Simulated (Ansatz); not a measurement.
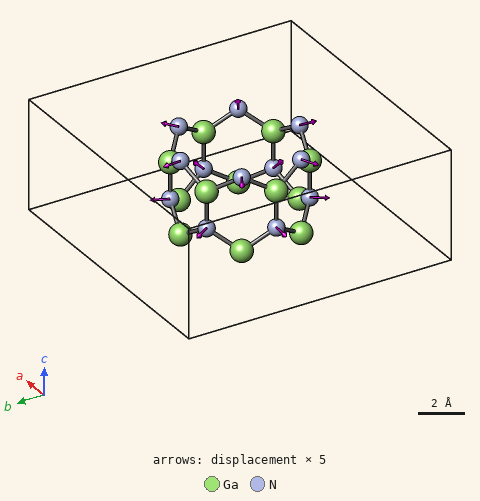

A relaxation of a wire of composition GaN. The starting structure is drawn; purple arrows show the displacements (the part carried along by the change of the cell is left out), 5 times their true length.

A ball-and-stick model of the cell of the calculation, with the vacuum cut short, seen from a free direction.

Case: (6,0) tube.

All numbers below come from Ansatz, DFT PBE, scalar-relativistic, plane waves, PAW.

Input file:
```yaml
crystal:
  lattice:
    - [14.6, 0.0, 0.0]
    - [0.0, 14.9, 0.0]
    - [0.0, 0.0, 5.5636896255]
  atoms:
    - { symbol: Ga, position: [0.7100974559, 0.5, 0.6666666667] }
    - { symbol: Ga, position: [0.6050487279, 0.6782863166, 0.6666666667] }
    - { symbol: Ga, position: [0.6819497341, 0.6029336529, 0.1666666667] }
    - { symbol: Ga, position: [0.3949512721, 0.6782863166, 0.6666666667] }
    - { symbol: Ga, position: [0.5, 0.7058673058, 0.1666666667] }
    - { symbol: Ga, position: [0.2899025441, 0.5, 0.6666666667] }
    - { symbol: Ga, position: [0.3180502659, 0.6029336529, 0.1666666667] }
    - { symbol: Ga, position: [0.3949512721, 0.3217136834, 0.6666666667] }
    - { symbol: Ga, position: [0.3180502659, 0.3970663471, 0.1666666667] }
    - { symbol: Ga, position: [0.6050487279, 0.3217136834, 0.6666666667] }
    - { symbol: Ga, position: [0.5, 0.2941326942, 0.1666666667] }
    - { symbol: Ga, position: [0.6819497341, 0.3970663471, 0.1666666667] }
    - { symbol: "N", position: [0.6819497341, 0.6029336529, 0.8333333333] }
    - { symbol: "N", position: [0.7100974559, 0.5, 0.3333333333] }
    - { symbol: "N", position: [0.5, 0.7058673058, 0.8333333333] }
    - { symbol: "N", position: [0.6050487279, 0.6782863166, 0.3333333333] }
    - { symbol: "N", position: [0.3180502659, 0.6029336529, 0.8333333333] }
    - { symbol: "N", position: [0.3949512721, 0.6782863166, 0.3333333333] }
    - { symbol: "N", position: [0.3180502659, 0.3970663471, 0.8333333333] }
    - { symbol: "N", position: [0.2899025441, 0.5, 0.3333333333] }
    - { symbol: "N", position: [0.5, 0.2941326942, 0.8333333333] }
    - { symbol: "N", position: [0.3949512721, 0.3217136834, 0.3333333333] }
    - { symbol: "N", position: [0.6819497341, 0.3970663471, 0.8333333333] }
    - { symbol: "N", position: [0.6050487279, 0.3217136834, 0.3333333333] }
basis:
  ecutwfc: 420
kpoints:
  mp_grid: { grid: [1, 1, 9] }
hamiltonian:
  xc: pbe
scf:
  occupations: { method: gaussian, width: 0.05 }
output:
  forces: true
  stress: true
  eigenvalues: true
  populations: true
  write_density: true
  write_potential: true
  elf: true
  volumetric_format: npy
relax:
  adjacent_minimum: "off"
  f_tol: 0.02
  max_steps: 45
  cell: { fix: [a, b, alpha, beta, gamma], stress_tol: 0.03 }
```

Run as
```bash
ansatz run input.yaml --threads 4 --pin off --max-ram 11264MiB --backend cpu --events-out ev --progress --plain --runs-dir out
```

Q: What did the optimiser do to the structure, and how much energy did it gain?

A: After 3 accepted moves (4 points after the start) the energy has fallen by 0.984 eV per cell of the calculation. The largest force component goes from 0.94 to 0.00099 eV/Å. At 1 point the geometry stayed and the basis and grid were re-selected for the new cell (energy shift of 8.7 meV per cell of the calculation at most each time). The largest moves relative to the centre of the atoms, 0.18 Å, are those of 12 atoms (N13, N14, N15, N16 and others). Largest moves by element: N 0.18 Å, Ga 0.01 Å. Along the periodic axis the drawn cell goes c 5.564 → 5.496 Å (−1.2 %). Among the contacts that change: Ga10–N21 1.839 → 1.874 Å, Ga10–N24 1.855 → 1.861 Å. Among the angles between lasting bonds that change: N13–Ga2–N15 113.0° → 120.3°, Ga1–N13–Ga3 120.3° → 116.5°, Ga1–N13–Ga2 113.0° → 110.2°.
